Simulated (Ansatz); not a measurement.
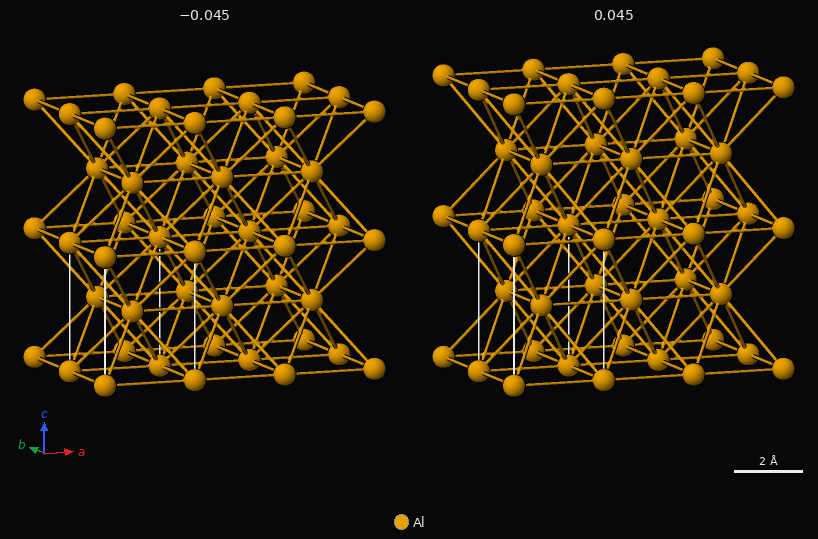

Crystalline Al (set up in Fm-3m), under strain along c alone (the other axes held, atoms fixed by symmetry), with energies (extrapolated to zero smearing) counted from the relaxed crystal, which is the row at zero; the cubic crystal is set up in a tetragonal cell with a = a(cubic)/√2 and c = a(cubic). The picture shows the first and the last member. A ball-and-stick model of the cell of the calculation, repeated 3 × 2 × 2 with one cell outlined, seen slightly off an axis.

Computed with Ansatz 0.2.0: DFT PBE, scalar-relativistic, plane waves, PAW. Set-up: plane-wave cutoff 420 eV; k-point mesh 18 × 18 × 14; occupations gaussian; smearing width 0.1 eV; no spin polarisation.

```
strain  energy (meV/atom)  a (Å)  c (Å)
−0.045              13.28  2.858  3.860
 −0.03                  ?      ?      ?
−0.015               1.66  2.858  3.981
   0.0               0.00  2.858  4.042
 0.015               1.49  2.858  4.102
  0.03               5.65  2.858  4.163
 0.045              11.51  2.858  4.223
```

**Fill in the missing row.**

A parabola through three neighbouring rows (−0.045, −0.015, 0.0) gives, with Lagrange weights, (0.3333)(13.28) + (1.0000)(1.66) + (−0.3333)(0.00) = 6.09 meV/atom. The calculation gives 6.31 meV/atom (a = 2.858 Å, c = 3.920 Å). The estimate is 0.22 meV/atom too low. From the first member to the last: Al–Al 2.794 → 2.923 Å.

The whole series:

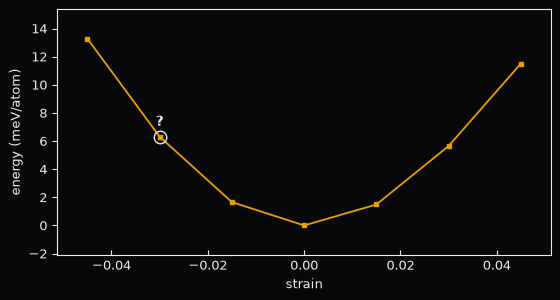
